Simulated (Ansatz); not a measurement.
SnS₂ (space group P-3m1, No. 164): the geometry relaxed with DFT PBEsol, scalar-relativistic, plane waves, PAW (Ansatz 0.2.0).

```cif
data_structure
_symmetry_space_group_name_H-M 'P 1'
_symmetry_Int_Tables_number 1
_cell_length_a 3.6514
_cell_length_b 3.6514
_cell_length_c 6.0587
_cell_angle_alpha 90.000
_cell_angle_beta 90.000
_cell_angle_gamma 120.000
_cell_volume 69.96
loop_
_atom_site_label
_atom_site_type_symbol
_atom_site_fract_x
_atom_site_fract_y
_atom_site_fract_z
_atom_site_occupancy
Sn1 Sn 0.00000 0.00000 0.00000 1
S1 S 0.66667 0.33333 0.24324 1
S2 S 0.33333 0.66667 0.75676 1
```

Bonds are taken as S–Sn below 2.9 Å; no other contact counts. Atoms with one bond or none are removed and atoms with two bonds are replaced by edges, until no such atom is left.

What net does this leave?

The result is a binodal (3,6)-connected, two-periodic (layers) net: S is a 3-connected node; Sn is a 6-connected node, in the ratio 2:1. It is the kgd net, known from the layers of CdI2 (1T type). The layers lie parallel to (001).

```
node  links  point symbol  coordination sequence
   S      3            4³           3 12 9 24 15
  Sn      6      4⁶·6⁶·8³           6 6 18 12 30
```

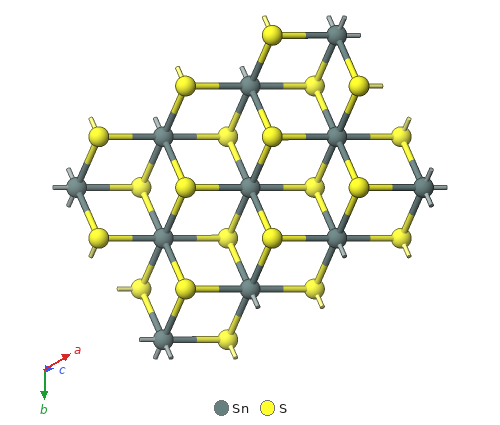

Nodes are coloured by element. One layer is drawn. Short stubs are edges that leave the cut-out.
